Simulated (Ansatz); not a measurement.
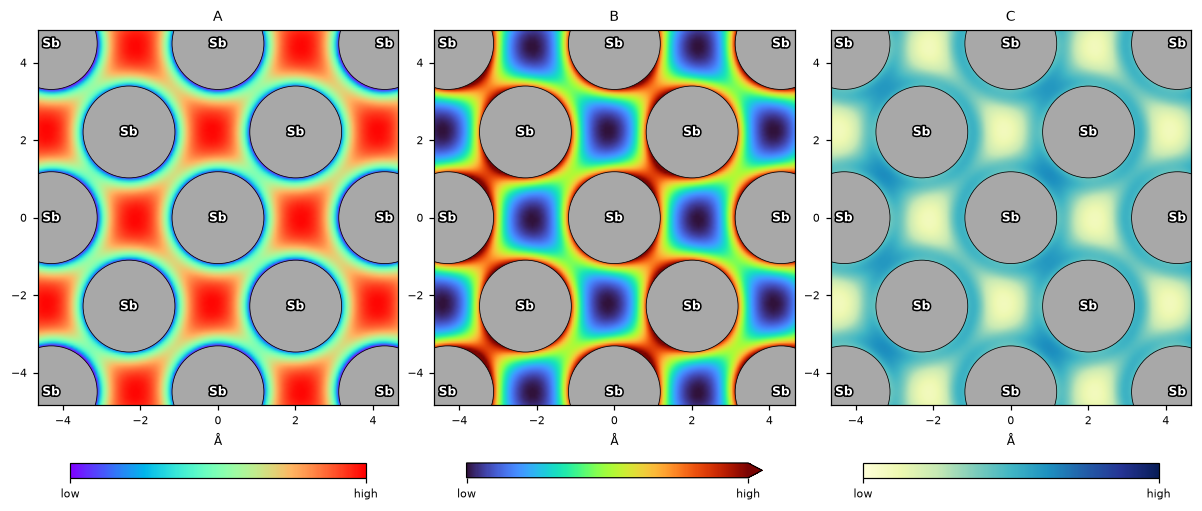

Sb: 3 fields on the (011) plane of the conventional cell, with unlabelled colour scales. Grey discs cover the atomic cores.

Space group P-1; changed on purpose from its base cell (atom 1 (Sb) moved by (-0.150, +0.300) A along [1 1 0] and z).

All numbers below come from DFT PBEsol, scalar-relativistic, plane waves, PAW in Ansatz.

```yaml
crystal:
  lattice:
    - [-2.15060, -3.72495, 0.00000]
    - [2.15060, -3.72495, 0.00000]
    - [0.00000, -2.48330, 3.74400]
  atoms:
    - { symbol: Sb, position: [0.77245, 0.24779, 0.74098] }
    - { symbol: Sb, position: [0.22755, 0.75221, 0.25902] }
```

### Which field does each panel show? The fields are: electron localisation function, electrostatic potential energy of an electron and valence pseudo-density.

Panel A: electrostatic potential energy of an electron (low next to the atoms, rising into the space between them). Panel B: valence pseudo-density. Panel C: electron localisation function. From the grid: Sb–Sb (2.99 Å): ρ at the midpoint is about 0.31 e/Å³; the ELF peaks at about 0.65 between the atoms. Sb–Sb (3.04 Å): ρ is about 0.28 e/Å³ halfway; the ELF peaks at about 0.60 between the atoms.
